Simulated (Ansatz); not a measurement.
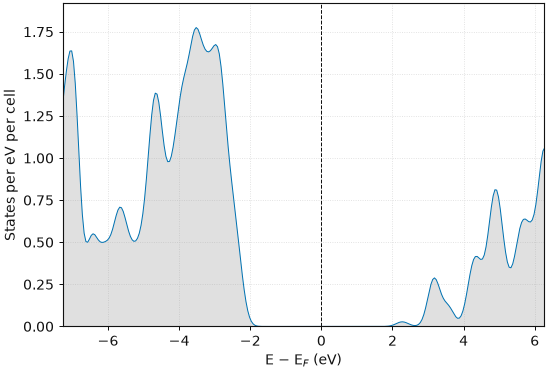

Density of states. Energies are counted from the Fermi level, put mid-gap where there is a gap. The curve is built from the levels of the k mesh with Gaussians 0.4 eV wide, which also blur the band edges.

System: AlN, space group I-4m2 (No. 119), 2 atoms in the cell, uniaxial (y) strain +0.3%.

```cif
data_structure
_symmetry_space_group_name_H-M 'P 1'
_symmetry_Int_Tables_number 1
_cell_length_a 3.0945
_cell_length_b 3.0899
_cell_length_c 3.0945
_cell_angle_alpha 60.050
_cell_angle_beta 59.901
_cell_angle_gamma 60.050
_cell_volume 20.92
loop_
_atom_site_label
_atom_site_type_symbol
_atom_site_fract_x
_atom_site_fract_y
_atom_site_fract_z
_atom_site_occupancy
Al1 Al 0.00000 0.00000 0.00000 1
N1 N 0.75000 0.75000 0.75000 1
```

Level of theory: DFT, HSE06, plane waves, PAW, no spin polarisation, 8×8×8 k mesh; code Ansatz 0.2.0.

> Metal or insulator, going by the density of states?

There is a gap; over the k points computed it is 4.54 eV (indirect; the smallest direct gap is 5.51 eV).
